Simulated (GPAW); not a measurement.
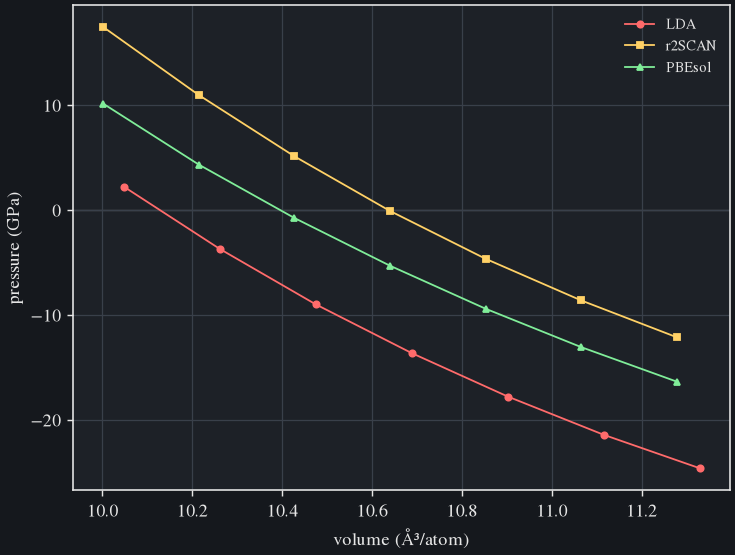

Pressure against volume, with one curve for each functional, for Co (space group P6_3/mmc).

Settings that differ: LDA: k mesh 8×8×3, potentials GPAW-PAW-data-sets-(gpaw-data-1.2.1); r2SCAN: k mesh 10×10×6, potentials GPAW-PAW-data-sets-(gpaw-data-1.2.1); PBEsol: k mesh 12×12×7, potentials PAW-data-sets-made-by gpaw-setup-for-the-functional.

The fitted equilibrium volumes, smallest first, are LDA 10.179, PBEsol 10.464, r2SCAN 10.703 Å³/atom. The fitted bulk moduli, smallest first, are PBEsol 234.8, r2SCAN 235.3, LDA 281.9 GPa. For LDA, the pressure falls from 2.22 GPa at volume 10.05 Å³/atom to −24.64 GPa at 11.33 Å³/atom, and changes sign near 10.13 Å³/atom. For r2SCAN, the pressure falls from 17.43 GPa at volume 10.00 Å³/atom to −12.15 GPa at 11.28 Å³/atom, and changes sign near 10.64 Å³/atom. For PBEsol, the pressure falls from 10.12 GPa at volume 10.00 Å³/atom to −16.38 GPa at 11.28 Å³/atom, and changes sign near 10.39 Å³/atom.

Method: PAW DFT in plane waves, on a grid or in atomic orbitals, collinear spins; energies at scaled volumes of the given cell, shape and fractions fixed, counted from the fit's minimum, third-order Birch-Murnaghan fit (GPAW 26.7.0). All runs: collinear spin.

- occupations: Fermi–Dirac
- smearing width: 0.05 eV
- wave cutoff: 600 eV

Limits of the calculation: coarse k mesh (LDA); the fit and the printed pressures don't fully agree, or the minimum lies near the end of the range (r2SCAN); shape and atomic fractions are frozen while scaling, which makes layered, chain and framework solids too stiff.
